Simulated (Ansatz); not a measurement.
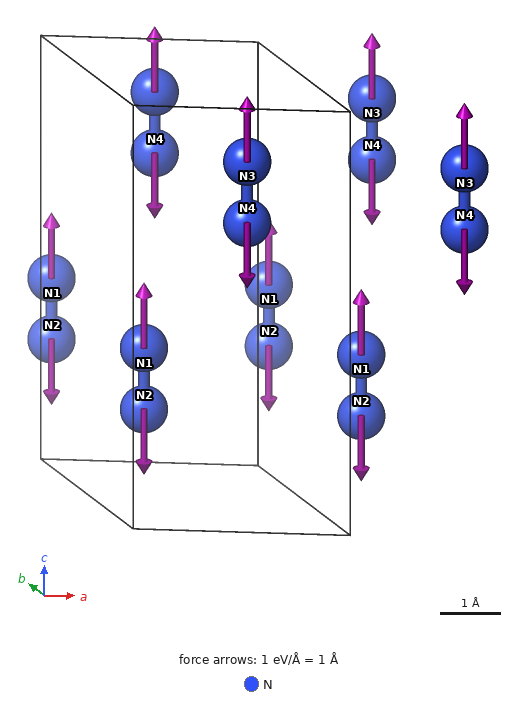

A changed version of solid N (built on the database structure type), with the computed forces as purple arrows. Besides, the cell is strained by −0.9 % along c and +1.9 % across it (volume +2.8 %). A ball-and-stick model of the cell of the calculation, repeated 2 × 2 × 1 with one cell outlined, seen from a free direction.

Computed with Ansatz, DFT, PBE, plane waves, PAW. Set-up: plane-wave cutoff 420 eV; k-point mesh 12 × 12 × 4; occupations fermi dirac; smearing width 0.02 eV; no spin polarisation.

Question: Describe the distortion and the response.

Answer: The atoms keep their fractional coordinates. No relaxation follows. The space group stays P6_3/mmc (No. 194). Energy change: −3.8 meV per atom. Pressure: 2.5 GPa before, 2.3 GPa after. The principal stresses (compression positive) are 5.4 GPa along c and 0.8 GPa across it. The largest forces, 1.2 eV/Å, act on N1, N2, N3 and N4; on N2 it points along −c. The band gap: 7.08 eV before, 7.12 eV after.
